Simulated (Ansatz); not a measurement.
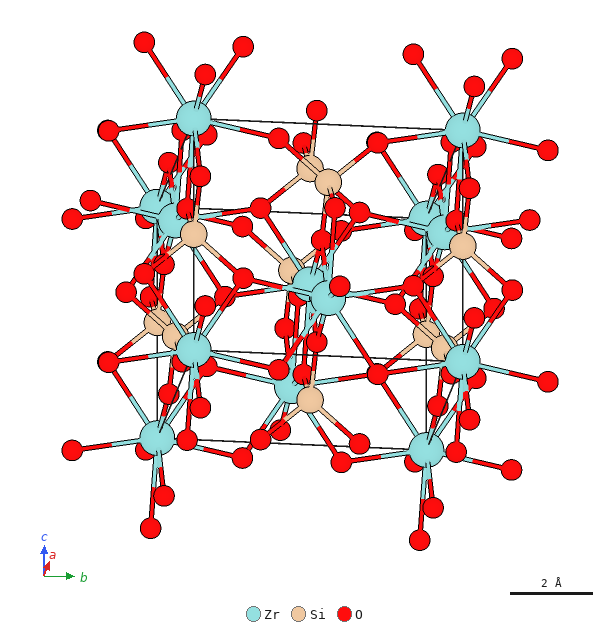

An orthographic ball-and-stick view of the structure, from a general direction. The wireframe shows the conventional unit cell. Some neighbours outside the box are added.

ZrSiO$_{4}$, space group I4_1/amd (No. 141), a = 6.68 Å, b = 6.68 Å, c = 6.02 Å, α = 90.00°, β = 90.00°, γ = 90.00°.

The calculation: DFT PBE, scalar-relativistic, plane waves, PAW (Ansatz), with a basis cut at 420 eV, k-points about 0.24 Å⁻¹ apart, Gaussian smearing of 0.02 eV, no spin polarisation.

**What is the electronic character?**

An insulator at this level, with a gap of 4.60 eV on the k-mesh (the true edges may lie between mesh points, so the gap can be somewhat smaller).

The structure was taken from a structure listed in the Materials Project. A relaxation with DFT PBE, scalar-relativistic, plane waves, PAW in Ansatz 0.2.0 gave the geometry drawn.
